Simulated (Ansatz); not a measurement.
## Au: 5 runs along one coordinate

System: Au (1 atom in the cell).
Method: Kohn-Sham DFT of a periodic cell, r2SCAN50, Ansatz PAW, no spin polarisation (Ansatz 0.2.0).

The 5 runs differ only in the geometry, by an even scaling of the cell at fixed fractional positions. The structure derives from an entry of the Crystallography Open Database.

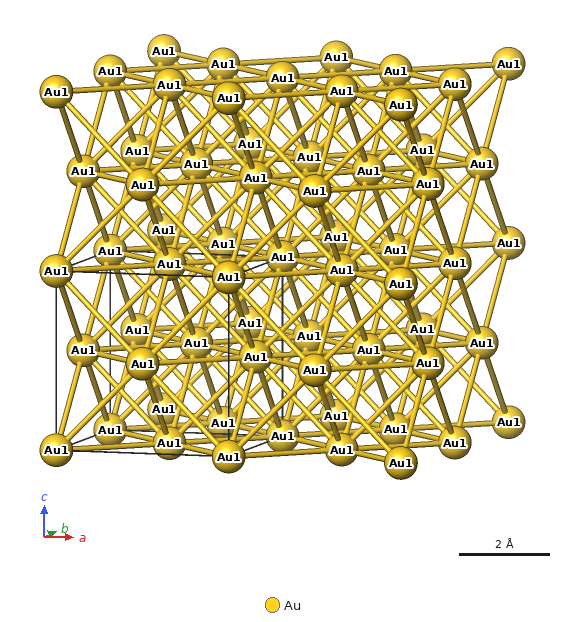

Figure 1. The structure of run 3 (ball-and-stick view of the cell 4 times as large as that of the calculation, set on its symmetry axes, repeated 2 × 2 × 2, seen slightly off an axis; atoms are numbered from 1 in the order of the input).

**Input of run 3**
```yaml
crystal:
  lattice:
    - [0.0, 2.0213418704, 2.0213418704]
    - [2.0213418704, 0.0, 2.0213418704]
    - [2.0213418704, 2.0213418704, 0.0]
  atoms:
    - { symbol: Au, position: [0.0, 0.0, 0.0] }
hamiltonian:
  xc: r2scan50
  pseudopotentials: { kind: paw }
kpoints:
  mp_grid: { grid: [6, 6, 6] }
scf:
  occupations: { method: fermi_dirac, width: 0.05 }
output:
  forces: true
  stress: true
  eigenvalues: true
  write_density: true
  write_potential: true
  elf: true
  volumetric_format: npy
```

Command:
```bash
ansatz run input.yaml --threads 2 --pin off --max-ram 5632MiB --backend cpu --events-out ev --progress --plain --runs-dir out
```

Run 2 differs from it as follows:
```diff
-    - [0.0, 2.0213418704, 2.0213418704]
-    - [2.0213418704, 0.0, 2.0213418704]
-    - [2.0213418704, 2.0213418704, 0.0]
+    - [0.0, 2.0074966285, 2.0074966285]
+    - [2.0074966285, 0.0, 2.0074966285]
+    - [2.0074966285, 2.0074966285, 0.0]
```

**Results, with one run withheld**

```csv
run,volume per atom (Å³),"free energy per atom, from the lowest run given (meV)",pressure (GPa)
1,15.843,90.57,19.68
2,16.181,?,?
3,16.518,28.82,10.09
4,16.855,11.74,6.17
5,17.529,0.00,−0.28
```

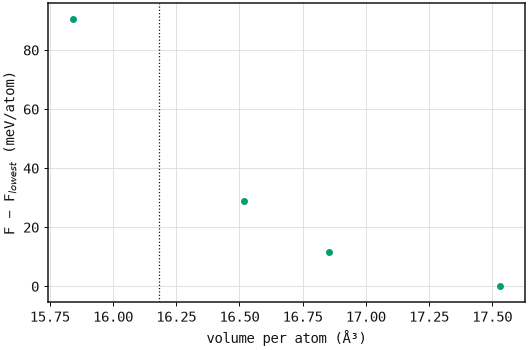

Figure 2. Free energy per atom of the runs given; the dotted line marks run 2.

Estimate the energy of run 2 from the others.

A quadratic polynomial in V^(−2/3) (the Birch–Murnaghan form), fitted to the 4 runs given, misses them by at most 0.10 meV per atom. With x = V^(−2/3) − 0.15326 Å⁻², it reads F = 20.257 + 8576.4 x + 9.0442e+05 x² (meV per atom). At run 2 it gives 54.88 meV per atom, and the run itself gives 54.70. The slope of the fit gives a pressure −dF/dV of 14.55 GPa there, and the run prints 14.56 GPa. The fit has its minimum at 17.471 Å³ per atom, where V d²F/dV² gives 163 GPa: the bulk modulus at this level, since symmetry fixes the shape and the positions.

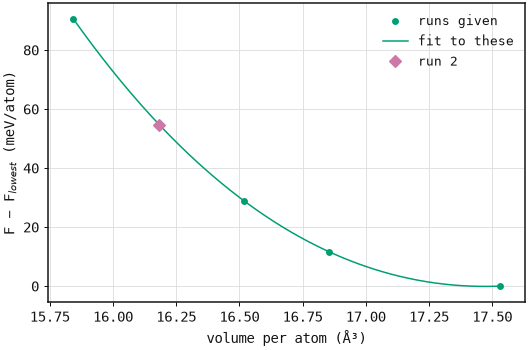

Figure 3. The fit and the withheld run.

**Output, shortened to warnings, some set-up lines, iterations and results (run 2)**
```
Warning: output.stress: scf.convergence.dr2_threshold = 1e-7 eV (the SCF's general default) is looser than the 1e-10 eV advised for a printed stress (1e-10 eV for each atom of the cell: 1). What an SCF threshold leaves in a stress goes as its square root, and in the free energy as the threshold itself, and one threshold admits the most on a small cell: of the crystals measured, under no hybrid …
Warning: output.stress: scf.exx.energy_threshold = 1e-6 eV is looser than the 1e-8 eV advised for a stress under a hybrid functional (1e-8 eV for each atom of the cell: 1). Every SCF of the exchange loop can meet its threshold on dr2 while the loop round them stops early: no threshold on dr2 bounds what that leaves in the stress. Set scf.exx.energy_threshold to 1e-8 eV or tighter. The threshold …
Basis set: ecut = 500 eV, 411 PW (Γ), exchange–correlation on 96×96×96 points (64 copies of the dense FFT grid, shifted against one another)
Symmetry: 48 space group operations
k-points: 16 of 216
Initial density: superposition of atomic densities (neutral atoms: chi_scale 0, normalization atom), corrected by the library's trained network
[...]
SCF iter   1: F=—  HF=-13163.369673 eV  |F-HF|=—  |Δ(HF+E_count)|=         —  Δρ=1.03e-2  dr2=1.13e-2  dr2_τ=1.69e-3  ethr=1.77e-3  ⟨swp⟩=7.4  Hψ=962  notcnv=0
SCF iter   2: F=—  HF=-13163.371511 eV  |F-HF|=—  |Δ(HF+E_count)|=   1.84e-3  Δρ=4.88e-3  dr2=1.19e-3  dr2_τ=6.47e-4  ethr=5.95e-5  ⟨swp⟩=3.0  Hψ=525  notcnv=0
SCF iter   3: F=—  HF=-13163.371715 eV  |F-HF|=—  |Δ(HF+E_count)|=   2.04e-4  Δρ=2.00e-3  dr2=2.67e-4  dr2_τ=3.50e-5  ethr=6.28e-6  ⟨swp⟩=2.2  Hψ=383  notcnv=0
SCF iter   4: F=—  HF=-13163.371741 eV  |F-HF|=—  |Δ(HF+E_count)|=   2.57e-5  Δρ=1.08e-4  dr2=4.52e-7  dr2_τ=1.11e-7  ethr=2.72e-9  ⟨swp⟩=3.0  Hψ=895  notcnv=0
SCF iter   5: F=—  HF=-13163.371741 eV  |F-HF|=—  |Δ(HF+E_count)|=   4.54e-7  Δρ=2.40e-5  dr2=3.28e-8  dr2_τ=7.36e-9  ethr=2.38e-9  ⟨swp⟩=3.0  Hψ=450  notcnv=0
[... 20 lines ...]
SCF iter   8: F=-13157.411835 eV  HF=-13157.411835 eV  |F-HF|=9.46e-11  |Δ(HF+E_count)|=   3.19e-8  Δρ=1.16e-6  dr2=3.19e-9  dr2_τ=1.95e-11  ethr=1.00e-12  ⟨swp⟩=4.0  Hψ=641  …
SCF 4 converged in 8 iterations: F = -13157.411835 eV  dr2 = 3.19e-9
SCF iter   1: F=—  HF=-13157.411835 eV  |F-HF|=—  |Δ(HF+E_count)|=         —  Δρ=1.05e-5  dr2=9.12e-9  dr2_τ=2.70e-9  ethr=2.69e-9  ⟨swp⟩=3.4  Hψ=519  notcnv=0
SCF iter   2: F=-13157.411835 eV  HF=-13157.411835 eV  |F-HF|=1.24e-10  |Δ(HF+E_count)|=   2.14e-9  Δρ=2.32e-6  dr2=6.07e-10  dr2_τ=1.57e-10  ethr=4.34e-11  ⟨swp⟩=3.0  Hψ=454 …
SCF 5 converged in 2 iterations: F = -13157.411835 eV  dr2 = 6.07e-10
  Residual-converged pass: ⟨swp⟩=2.1  Hψ=378  notcnv=0  max |occ|·‖R‖ = 2.3e-6 eV (tolerance 2.4e-6 eV)  dr2=6.06e-10  dr2_τ=1.59e-10  dr2_onsite=2.97e-11  max |Δocc| = 4.0e-25
hybrid outer 4: dexx = +3.482e-9 eV, tail = 1.90e-9 eV, Δε = 2.45e-4 eV (about 4.35e-5 eV left of the loop's levels), ΔF = 9.10e-30 eV/Å (tail 7.34e-30)
hybrid SCF converged: 4 outer / 19 inner (+6 warm-up), last move |dexx| = 3.48e-9 eV, tail = 1.90e-9 eV
Stability not checked: this state was not tested for a lower state beside it, because the functional holds exact exchange (a hybrid, or Hartree-Fock), whose exchange loop this test does not read (fock_operator; see scf.lower_state_search)
Free energy (F): -13157.411835 eV
Frozen-core exchange: fock
Harris-Foulkes:  -13157.411835 eV  (|F-HF|=1.24e-10)
Internal energy: -13157.404484 eV  (E = F + TS)
E sigma→0 (E₀):  -13157.408159 eV
Entropy (-TS):   -0.007351 eV (-7.351 meV/atom)
Fermi energy:    21.156301 eV
--- Per-component energies (eV) ---
  E_band       = -295.890315
  E_kinetic    = 609.022959
  E_local      = -1637.095794  (includes V_loc(G=0)·N_el)
  E_nonlocal   = 78.373418
  E_hartree    = 708.172566
  E_xc         = -120.371885
  E_vxc        = -162.604535  (∫ρ·V_xc dr)
  E_exx        = -158.697501  (= α·E_x^exact, valence–valence)
  E_paw        = -9664.887088  (= ΣΔE_a)
  E_vpaw       = -291.209804  (= ΣTr[D̂ρ^β])
  E_aug_tail   = 0.000748  (compensation charges beyond the density's cutoff)
  E_vtau       = 8.671784  (kinetic-family band-sum trace: ∫τ·v_τ [+ j·A + Jᵃ·Aᵃ] dr)
  E_ewald      = -2968.044863
  E_core_change = -3.877044  (= ΣΔE_core)
  E_smearing   = -0.007351  (= −TS)
  E_closure    = 0.000000  (closes the sum)
  Σ components = -13157.411835   (vs F -13157.411835, Δ=-1.82e-12)
--- Forces (eV/Å), atoms counted from 1 ---
  atom   1  Au     0.00000000    -0.00000000    -0.00000000
  max |Σ_I F_I| component: 8.94e-30 eV/Å
--- Stress (GPa, compression-positive) ---
       14.564996       0.000000      -0.000000
        0.000000      14.564996       0.000000
        0.000000       0.000000      14.564996
  P = ⅓ Tr σ = 14.5650 GPa (145.650 kbar)
```

Warnings of the run: the exchange loop's threshold is looser than advised for the stress; the SCF threshold is looser than advised for the printed stress. Spin–orbit coupling is left out, which matters for Au.
